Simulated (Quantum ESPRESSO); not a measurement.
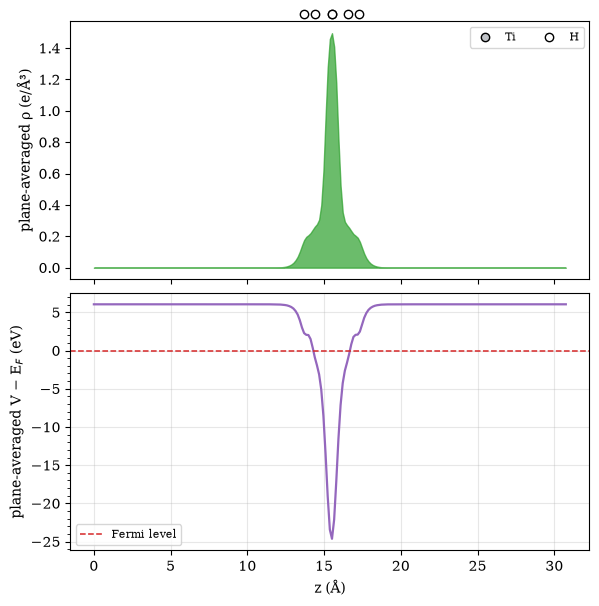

Figure 1: TiH₅. Plane average of the electrostatic potential energy of an electron and of the valence charge density (pseudo) across the slab. Circles mark the heights of the atoms.

The calculation used Kohn-Sham DFT of a periodic cell, PBE, PseudoDojo 0.4.1 SR PBE standard in Quantum ESPRESSO.

**How far above the Fermi level of the calculation is the vacuum level?**

6.1 eV.

**What are the slab's thickness and the vacuum gap?**

The outermost nuclei are 3.5 Å apart, in 5 atomic planes; the vacuum between periodic images is 27.3 Å wide.
